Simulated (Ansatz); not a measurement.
**N_C in SiC (F-43m): charge-transition levels and formation energies**

Charge states of N_C in SiC (F-43m), set against the band edges. Model: a cell of 54 host atoms with 1 C taken out and 1 N put in.

Program: Ansatz 0.2.0. Level of theory: place-levels on r2SCAN runs: charge-transition levels and formation energies with image-charge correction and potential alignment at the atomic sites; PAW set soft_1. Results are calculated unless marked as measured.

The experiments to compare with:

For SiC, cubic 3C zincblende (literature value), “Insight into the structural, elastic and electronic properties of a new orthorhombic 6O-SiC polytype” (2020, pmc:7200658) quotes earlier work: band gap (indirect gap) 2.4 eV [literature value; measurement temperature and method not stated].

**1. Set-up**

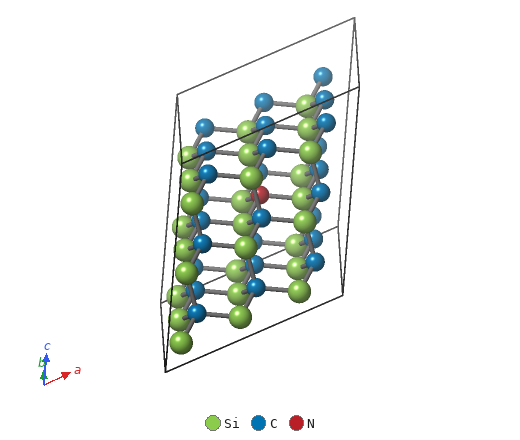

The starting structure, seen slightly off an axis (silicon green, carbon blue, nitrogen red).

The cell holds 54 atoms: 27 Si, 26 C and 1 N. Cell: a = 9.242 Å, b = 9.242 Å, c = 9.242 Å, α = 60.0°, β = 60.0°, γ = 60.0°. It derives from SiC (space group F-43m). Nearest the centre at fractional (0.417, 0.417, 0.417): N28 at 0.00 Å, Si29 at 1.89 Å, Si33 at 1.89 Å, Si45 at 1.89 Å, Si27 at 1.89 Å, C46 at 3.08 Å, C34 at 3.08 Å, C16 at 3.08 Å.

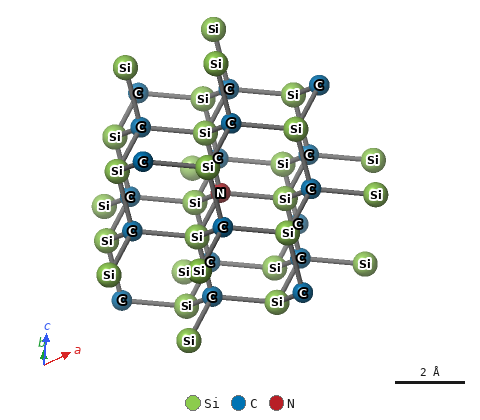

The atoms within 5 Å of the centre.

Structure file:

```xyz
54
Lattice="0.0000 6.5349 6.5349 6.5349 0.0000 6.5349 6.5349 6.5349 0.0000" Properties=species:S:1:pos:R:3 pbc="T T T"
Si    0.0000    0.0000    0.0000
C     1.0891    1.0891    1.0891
Si    2.1783    2.1783    0.0000
C     3.2674    3.2674    1.0891
Si    4.3566    4.3566    0.0000
C     5.4457    5.4457    1.0891
Si    2.1783    0.0000    2.1783
C     3.2674    1.0891    3.2674
Si    4.3566    2.1783    2.1783
C     5.4457    3.2674    3.2674
Si    6.5349    4.3566    2.1783
C     7.6240    5.4457    3.2674
Si    4.3566    0.0000    4.3566
C     5.4457    1.0891    5.4457
Si    6.5349    2.1783    4.3566
C     7.6240    3.2674    5.4457
Si    8.7132    4.3566    4.3566
C     9.8023    5.4457    5.4457
Si    0.0000    2.1783    2.1783
C     1.0891    3.2674    3.2674
Si    2.1783    4.3566    2.1783
C     3.2674    5.4457    3.2674
Si    4.3566    6.5349    2.1783
C     5.4457    7.6240    3.2674
Si    2.1783    2.1783    4.3566
C     3.2674    3.2674    5.4457
Si    4.3566    4.3566    4.3566
N     5.4457    5.4457    5.4457
Si    6.5349    6.5349    4.3566
C     7.6240    7.6240    5.4457
Si    4.3566    2.1783    6.5349
C     5.4457    3.2674    7.6240
Si    6.5349    4.3566    6.5349
C     7.6240    5.4457    7.6240
Si    8.7132    6.5349    6.5349
C     9.8023    7.6240    7.6240
Si    0.0000    4.3566    4.3566
C     1.0891    5.4457    5.4457
Si    2.1783    6.5349    4.3566
C     3.2674    7.6240    5.4457
Si    4.3566    8.7132    4.3566
C     5.4457    9.8023    5.4457
Si    2.1783    4.3566    6.5349
C     3.2674    5.4457    7.6240
Si    4.3566    6.5349    6.5349
C     5.4457    7.6240    7.6240
Si    6.5349    8.7132    6.5349
C     7.6240    9.8023    7.6240
Si    4.3566    4.3566    8.7132
C     5.4457    5.4457    9.8023
Si    6.5349    6.5349    8.7132
C     7.6240    7.6240    9.8023
Si    8.7132    8.7132    8.7132
C     9.8023    9.8023    9.8023
```

Screening for the image-charge correction: ε∞ = 7.06, ε0 = 10.43, computed on the host (DFPT, PBEsol, on the r2SCAN cell), and a cell off the functional's own equilibrium shifts the ionic part.

The cell's shortest repeat is 9.2 Å.

**2. Charge states**

A transition level is the Fermi level at which two charge states cost the same, so each charge needs its own total energy, at its own relaxed structure.

Random displacements of about 0.05 Å break the site symmetry at the start, so that the relaxation can reach a distorted minimum if there is one. Forces are taken on a 2×2×2 shifted mesh. The cell holds 1 electron more than the neutral one, with a uniform background that keeps it neutral on the whole.

The sampling was tested on the host first: at the k-points planned (1x1x1 shifted 0.25 0.25 0.25) its energy lies 0.119 eV an atom from the dense-mesh value, so the final energies take a denser sampling.

One of the inputs; charge, spin and start change from state to state.

File qm1.relax/input.yaml:

```yaml
crystal:
  lattice:
    - [0.0, 2.17829624, 2.17829624]
    - [2.17829624, 0.0, 2.17829624]
    - [2.17829624, 2.17829624, 0.0]
  atoms:
    - { symbol: Si, position: [0.0, 0.0, 0.0] }
    - { symbol: C, position: [0.25, 0.25, 0.25] }
  supercell: [3, 3, 3]
  defects: [{ substitution: { at: 27, symbol: "N" } }]
total_charge: -1
basis:
  ecutwfc: 500
  xc_grid: 2
hamiltonian:
  xc: r2scan
  pseudopotentials: { kind: paw, azcp: { folder: soft_1 } }
kpoints:
  mp_grid: { grid: [2, 2, 2], shift: [0.5, 0.5, 0.5] }
scf:
  occupations: { method: fixed }
  max_iter: 60
output:
  forces: true
  charged_corrections: { epsilon: 7.06, static_epsilon: 10.43 }
relax:
  f_tol: 0.02
  max_steps: 80
  random_displacement: { amplitude: 0.05, seed: 9415 }
checkpoint:
  write: "../qm1.relax.run"
  compress: false
  write_wavefunctions: true
  write_every: 100000
```

Started as:

```console
$ ansatz run input.yaml --threads 4 --pin off --max-ram 7536MiB --backend cpu --events-out ev --progress --plain --runs-dir out
```

The run of this state that the levels use, under r2SCAN:

File qm1.point/input.yaml:

```yaml
crystal:
  checkpoint: "../qm1.relax.run"
  host: checkpoint
total_charge: -1
basis:
  ecutwfc: 500
  xc_grid: 2
hamiltonian:
  xc: r2scan
  pseudopotentials: { kind: paw, azcp: { folder: soft_1 } }
kpoints:
  mp_grid: { grid: [2, 2, 2], shift: [0.5, 0.5, 0.5] }
scf:
  occupations: { method: fixed }
  max_iter: 60
output:
  forces: true
  eigenvalues: true
  charged_corrections:
    epsilon: 7.06
    static_epsilon: 10.43
    defect_position: [0.416667, 0.416667, 0.416667]
  eigenstates: { localisation: true }
  populations: true
  band_densities: [{ bands: [v1, v1] }, { bands: [c1, c1] }]
  write_density: true
  write_potential: true
  volumetric_format: npy
checkpoint:
  read: "../qm1.relax.run"
  write: "../qm1.point.run"
  compress: false
  write_wavefunctions: false
  write_every: 100000
```

Relaxations under r2SCAN at a 2×2×2 shifted mesh; times on 4 threads of Intel Xeon Platinum 8259CL at 2.50GHz (Skylake/Cascade Lake), shared host:

```
charge  moment (μB)  occupations    outcome  steps  largest displacement against the far atoms (Å)     time
    −1            0        fixed  converged      5                                            0.04  1.9 min
     0            1        fixed  converged      5                                            0.03  5.3 min
    +1            0        fixed  converged      5                                            0.03  2.3 min
    −1            2        fixed  converged      6                                            0.04  6.6 min
```

Single points under r2SCAN at a 2×2×2 shifted mesh; times on 4 threads of Intel Xeon Platinum 8259CL at 2.50GHz (Skylake/Cascade Lake), shared host:

```
charge  moment (μB)  occupations    outcome  time
    −1            0        fixed  converged  27 s
     0            1        fixed  converged  58 s
    +1            0        fixed  converged  29 s
    −1            2        fixed  converged  62 s
```

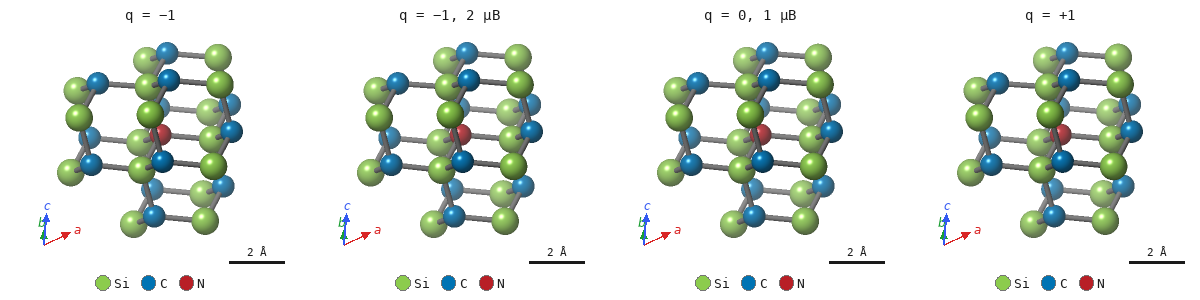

The structures near the centre after relaxation with r2SCAN, by charge.

Distances (Å) from N28 to the nearest atoms after relaxation with r2SCAN:

| charge | moment (μB) | 1. | 2. | 3. | 4. | 5. | 6. |
| --- | --- | --- | --- | --- | --- | --- | --- |
| −1 | 0 | Si 1.92 | Si 1.92 | Si 1.92 | Si 1.92 | C 3.07 | C 3.07 |
| −1 | 2 | Si 1.92 | Si 1.92 | Si 1.92 | Si 1.93 | C 3.07 | C 3.07 |
| 0 | 1 | Si 1.92 | Si 1.92 | Si 1.92 | Si 1.92 | C 3.07 | C 3.07 |
| +1 | 0 | Si 1.91 | Si 1.91 | Si 1.91 | Si 1.91 | C 3.07 | C 3.07 |

**3. Placing the levels, r2SCAN**

A charged cell interacts with its images and the background, and its potential has another zero than the host's. place-levels removes the first by a point-charge model, screened by the static dielectric constant since the ions have relaxed around the charge, and the second by comparing potentials at atoms far from the defect.

The host is a run of the defect-free crystal in the same cutoffs, grids and k-points, so that basis and sampling errors cancel in part in the differences. The host is run in a cell of 2 atoms on a matching mesh. Its band edges are searched through the zone by a band path, so the gap is smaller than, or equal to, that on the mesh. Chemical potentials are energies per atom of C (diamond) and N (N2 molecule), run with the same functional and cutoff. Carbon is taken as diamond, which semilocal functionals can put about 0.1 eV an atom over graphite.

File levels.point.yaml:

```yaml
host:
  run: host.point.run
states: [qm1.point.run, q0_M1.point.run, qp1.point.run, qm1_M2.point.run]
geometry_from:
  qm1.point.run: qm1.relax.run
  q0_M1.point.run: q0_M1.relax.run
  qp1.point.run: qp1.relax.run
  qm1_M2.point.run: qm1_M2.relax.run
  host.point.run: host.relax.run
chemical_potentials:
  C:
    energy: -251.553391
    dataset: "<sha256 of the dataset>"
  "N":
    energy: -384.814403
    dataset: "<sha256 of the dataset>"
epsilon: 7.06
static_epsilon: 10.43
vertical:
  - { from: qm1.point.run, to: qm1.point_neutral.run }
  - { from: qp1.point.run, to: qp1.point_neutral.run }
  - { from: qm1_M2.point.run, to: qm1_M2.point_neutral.run }
```

Started as:

```console
$ ansatz place-levels levels.point.yaml -- --threads 4 --pin off --max-ram 7536MiB
```

Numbers of over 12 decimals in the logs are rounded to 6 here.

Log:

```text
[... repeated set-up lines and file paths are left out, and long positions are rounded to six places ...]
(+1/0) 1.762 eV above the valence edge (+2.012 eV without the band-filling correction), in the conduction band; not on the lower envelope
(0/-1) 1.740 eV above the valence edge (+2.395 eV without the band-filling correction), in the conduction band; not on the lower envelope
(+1/-1) 1.751 eV above the valence edge (+2.204 eV without the band-filling correction), in the conduction band: charges between them are lowest nowhere
formation energy of charge +1: -2.246 eV with the Fermi level at the valence edge
formation energy of charge 0: -0.484 eV with the Fermi level at the valence edge
formation energy of charge -1: +1.255 eV with the Fermi level at the valence edge
vertical -1 to 0: no energy, since no alignment is typed
  the change from vertical[0].from (qm1.point.run) to vertical[0].to (qm1.point_neutral.run): by its potential at epsilon 7.06 it stands at 0.388 0.387 0.388, with an rms radius of about 4.7 Å (2.7 2.7 2.7 Å across the planes of the cell's vectors); [...]
vertical +1 to 0: no energy, since no alignment is typed
  the change from vertical[1].from (qp1.point.run) to vertical[1].to (qp1.point_neutral.run): by its potential at epsilon 7.06 it stands at 0.386 0.387 0.387, with an rms radius of about 4.6 Å (2.6 2.6 2.6 Å across the planes of the cell's vectors); [...]
vertical -1 to 0: no energy, since no alignment is typed
  the change from vertical[2].from (qm1_M2.point.run) to vertical[2].to (qm1_M2.point_neutral.run): by its potential at epsilon 7.06 it stands at 0.381 0.381 0.382, with an rms radius of about 4.1 Å (2.4 2.4 2.4 Å across the planes of the cell's vectors); [...]
  edges by r2scan, gap 1.710 eV; the host is sampled to repeats of 18.48 Å
  the defect's cells are sampled to repeats of 18.48 Å, like sampling
  charge +1: -24210.8020 eV with its correction of +0.223 eV, at epsilon 10.43, aligned at sites: -0.0188 eV, mean over 19 atomic sites at or beyond 4.62 Å from the defect at [0.4167, 0.4167, 0.4167], with +0.000000 for the charge's moments and without [...]
  charge 0: +0.000 eV for its dipole among its images, +0.000 omitted
  charge -1: -24187.6393 eV with its correction of +0.138 eV, at epsilon 10.43, aligned at sites: +0.1046 eV, mean over 19 atomic sites at or beyond 4.62 Å from the defect at [0.4167, 0.4167, 0.4167], with +0.000000 for the charge's moments and without [...]
  charge -1: states[3] (qm1_M2.point.run) stands 0.833 eV higher, with a moment of 2.00 μB against 0.00
  of states[2] (qp1.point.run): it parts from the run at its places by a charge that spreads by about 2.6 Å along one vector (1.3 Å or more is wide), by its potential at epsilon 7.06, taken for that of held ions (one typed too small widens it), where the cell [...]
  of states[1] (q0_M1.point.run): a band-filling correction moves a carrier to the host's band edge, which changes its energy by -0.251 eV; [...]
  of states[0] (qm1.point.run): it parts from the run at its places by a charge that spreads by about 2.7 Å along one vector (1.3 Å or more is wide), by its potential at epsilon 7.06, taken for that of held ions (one typed too small widens it), where the cell [...]
  of states[3] (qm1_M2.point.run): it parts from the run at its places by a charge that spreads by about 2.4 Å along one vector (1.3 Å or more is wide), by its potential at epsilon 7.06, taken for that of held ions (one typed too small widens it), where the [...]
  of vertical[0].from (qm1.point.run): it parts from the run at its places by a charge that spreads by about 2.7 Å along one vector (1.3 Å or more is wide), by its potential at epsilon 7.06, taken for that of held ions (one typed too small widens it), where [...]
  of vertical[0].to (qm1.point_neutral.run): stability_check_not_made
  of vertical[1].from (qp1.point.run): it parts from the run at its places by a charge that spreads by about 2.6 Å along one vector (1.3 Å or more is wide), by its potential at epsilon 7.06, taken for that of held ions (one typed too small widens it), where [...]
  of vertical[1].to (qp1.point_neutral.run): stability_check_not_made
  of vertical[2].from (qm1_M2.point.run): its moments are held at its close (magnetization.spin_locking), by a field of 0.479 eV a Bohr magneton, and its energy and levels are of the state that this holds: a run that lets them go can end lower; [...]
  of vertical[2].to (qm1_M2.point_neutral.run): stability_check_not_made
```

Run time: 0.85 s. Hardware: 4 threads of Intel Xeon Platinum 8259CL at 2.50GHz (Skylake/Cascade Lake), shared host.

Levels between the charges placed, in eV above the valence top:

```
        gap (eV)  (+1/0)  (0/−1)
r2SCAN      1.71    1.76    1.74
```

Corrections by state:

```csv
charge,moment (μB),image terms and alignment (eV),band filling (eV),ε used,"over the lowest of its charge, as the program ranks them, band filling apart (eV)"
+1,0.0,0.223,-,10.43,0.000
0,1.0,0.000,-0.251,-,0.000
−1,0.0,0.138,-0.906,10.43,0.000
−1,2.0,0.134,-,10.43,0.833
```

The charged structures listed were also run neutral, and place-levels reads from each pair, by the potential or the spins, how wide the charge is by which they differ; that can be the carrier of either run.

```
charge  rms radius (Å)  spread where it is widest against the cell (Å)  wide from (Å)  reading
    +1             4.6                                            2.64           1.31     wide
    −1             4.7                                            2.72           1.31     wide
```

The neutral runs of these pairs need not share the spin of the lowest neutral state, and very wide values only mean spread over the cell.

From the program's caveats on the states, each cut to its opening words:

- charge +1: it parts from the run at its places by a charge that spreads by about 2.6 Å along one vector (1.3 Å or more is wide), by its potential at epsilon 7.06, taken [...]
- charge +1: its alignment with the host at atomic sites is doubtful: the mean over the far sites moves by -0.1392 eV from their farther parts to their nearer, more than [...]
- charge 0 (1 μB): a band-filling correction moves a carrier to the host's band edge, which changes its energy by -0.251 eV
- charge 0 (1 μB): its alignment with the host at atomic sites is doubtful: the mean over the far sites moves by -0.1424 eV from their farther parts to their nearer, more than [...]
- charge 0 (1 μB), −1 (2 μB): flagged: stability check not made
- charge −1: it parts from the run at its places by a charge that spreads by about 2.7 Å along one vector (1.3 Å or more is wide), by its potential at epsilon 7.06, taken [...]
- charge −1: a band-filling correction moves a carrier to the host's band edge, which changes its energy by -0.906 eV
- charge −1: its alignment with the host at atomic sites is doubtful: the mean over the far sites moves by -0.1500 eV from their farther parts to their nearer, more than [...]
- charge −1 (2 μB): it parts from the run at its places by a charge that spreads by about 2.4 Å along one vector (1.3 Å or more is wide), by its potential at epsilon 7.06, taken [...]
- charge −1 (2 μB): its alignment with the host at atomic sites is doubtful: the mean over the far sites moves by -0.1387 eV from their farther parts to their nearer, more than [...]
- charge −1 (2 μB): its moments are held at its close (magnetization.spin_locking), by a field of 0.479 eV a Bohr magneton, and its energy and levels are of the state that this [...]
- charge −1 (2 μB): filled levels lie above empty ones at the fixed electron count

Chemical potentials of the elements' reference phases, run alike. Formation energy by charge state (elemental references; gap 1.71 eV):

| charge | at valence top (eV) | at conduction bottom (eV) | correction included (eV) |
| --- | --- | --- | --- |
| +1 | -2.25 | -0.54 | 0.22 |
| 0 | -0.48 | -0.48 | -0.25 |
| −1 | 1.26 | -0.45 | -0.77 |

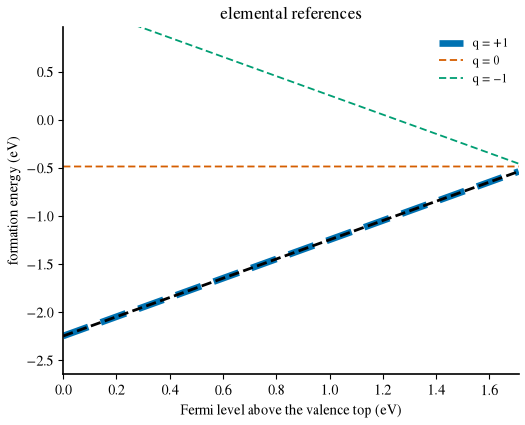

Formation energy against Fermi level; the thick line follows the lowest charge state.

**4. What came out**

| Item | Value |
| --- | --- |
| gap of the host | 1.71 eV (r2SCAN) |
| level (plus 1/0) | 1.76 eV above the valence top, past the conduction bottom, not a change between lowest states (2.01 eV above the valence top without the band-filling term) |
| level (0/minus 1) | 1.74 eV above the valence top, past the conduction bottom, not a change between lowest states (2.39 eV above the valence top without the band-filling term) |
| lowest of the charges placed, just above the valence top (0.02 eV) | +1 |
| lowest of the charges placed, just below the conduction bottom (0.02 eV) | +1 |
| lowest formation energy at mid-gap of the charges run, elemental references | -1.39 eV |

What this shows: Of the charges placed (−1, 0 and +1), +1 is the lowest from 0.02 eV above the valence top to 0.02 eV below the conduction bottom, a gap of 1.71 eV. Charges above +1 were not placed, so these runs say nothing of levels that involve them. States placed: +1 at 0 μB; 0 at 1 μB; −1 at 0 μB and 2 μB. Other spin states or structures, where not listed, weren't placed. The program finds carriers beyond a band edge of the host and adds a band-filling term at charge −1 (-0.91 eV) and 0 (-0.25 eV); steps to such a charge show no bound level, and a defect level inside a band would be read the same way. N is taken at its element; compounds, which aren't counted here, bound the chemical potentials and would shift these formation energies. The lowest formation energy (elemental references) is negative across the gap, so the defect would form by itself: these chemical potentials lie beyond what competing compounds allow, or the host is unstable against it. The program doubts the alignment of potentials for at least one state, a sign that the cell is small. Limits: r2SCAN makes the gap too small and tends to spread out bound carriers; where a gas molecule sets a chemical potential or the host's formation energy, its binding is uncorrected.

Comparison with the measured values:

```
                             quantity  measured           r2SCAN
band gap (least gap of the host) (eV)       2.4  1.71 (-0.69 eV)
```

Measured values from pmc:7200658 (2020).

Verdict: The band gap is off by -0.69 eV: a clear miss. Local and semilocal functionals usually give gaps below the measured ones. Zero-point and thermal motion shift the measured gap.

[Logs are printed without paths, hosts, clocks, repeated set-up lines and the standing remarks that a program may print on its own settings, such as how far it seeks lower states.]

[Hosts, paths, dates, database ids (printed as entryN), source tags and the programs' standing remarks are cut or masked in the printed files.]

[Where a table of states has a column of steps, it counts the stored structures, which are thinned; the runs took as many ionic steps or more.]

[A defect's name tells the site on which it was built; relaxed atoms can leave that site.]

[For some hosts the program warned that the k-mesh of the response run may be too coarse for force constants and the static dielectric constant; such warnings are not shown here.]
